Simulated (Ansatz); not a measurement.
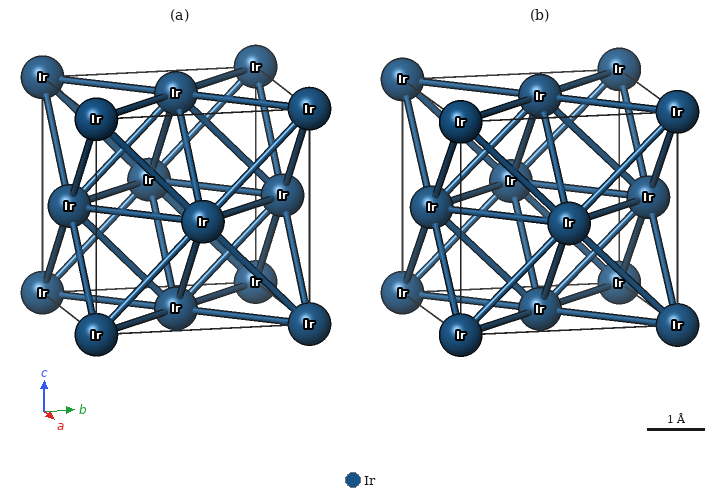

Left: crystalline Ir (set up in Fm-3m). Right: the same structure after one change, at the same scale. The picture is a ball-and-stick view of the conventional cell (2 times the calculation's cell), seen slightly off an axis. Lengths and directions refer to the drawn axes.

These are results of DFT PBE, scalar-relativistic, plane waves, PAW in Ansatz, not measurements. (plane-wave cutoff 420 eV; k-point mesh 18 × 18 × 14; occupations gaussian; smearing width 0.1 eV; no spin polarisation)

Question: Which change leads from the left to the right?

Answer: Uniaxial strain along a, +3.0 %, is applied. The b and c axes and the atoms are relaxed.

Question: What does the change do?

Answer: Cell: a = b 3.871 → 3.923 Å (+1.3 %), c 3.871 → 3.831 Å (−1.0 %), γ 90.0° → 88.1°. Volume +1.6 %. The atoms keep their places relative to the cell (all moves are under 0.005 Å). Some distances before and after: Ir–Ir 2.737 → 2.728 to 2.819 Å. The space group (tolerance 0.01 Å) goes from Fm-3m (No. 225) to Immm (No. 71). The energy rises by 20.8 meV per atom. Pressure: 0.0 GPa before, −4.8 GPa after. The principal stresses (compression positive) are −14.4 GPa along [1 1 0] and none across it. Both are metals.
